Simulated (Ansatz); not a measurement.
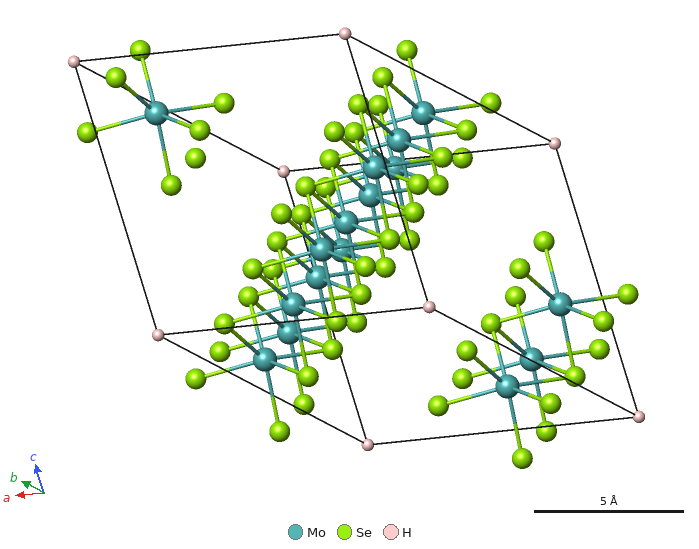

Crystal structure, ball-and-stick style, seen from a general direction. Lines trace the edges of the simulation cell. Some neighbours outside the box are added. Cell: a = 10.197 Å, b = 10.197 Å, c = 10.197 Å, α = 71.91°, β = 71.91°, γ = 71.91°.

The stoichiometry is Mo13HSe26. Its symmetry is the lowest possible, P1. In the cell are 13 Mo, 1 H, 26 Se, which makes 1 formula unit. Each Mo has six Se in a trigonal prismatic arrangement at about 2.5 Å. Each Se is bonded to three Mo in a trigonal pyramidal arrangement at about 2.5 Å. Not all metal-metal contacts are counted. The bonds build MoSe2 layers parallel to (111); H atoms stand without bonds in the drawing.

The structure was taken from a structure listed in the Materials Project, repeated into a supercell with a point defect put in. Earlier steps of the study, as a rule a relaxation of our own, may have changed the cell and positions, so they can lie some per cent off the listed ones. It was set up as input for a calculation with Ansatz.
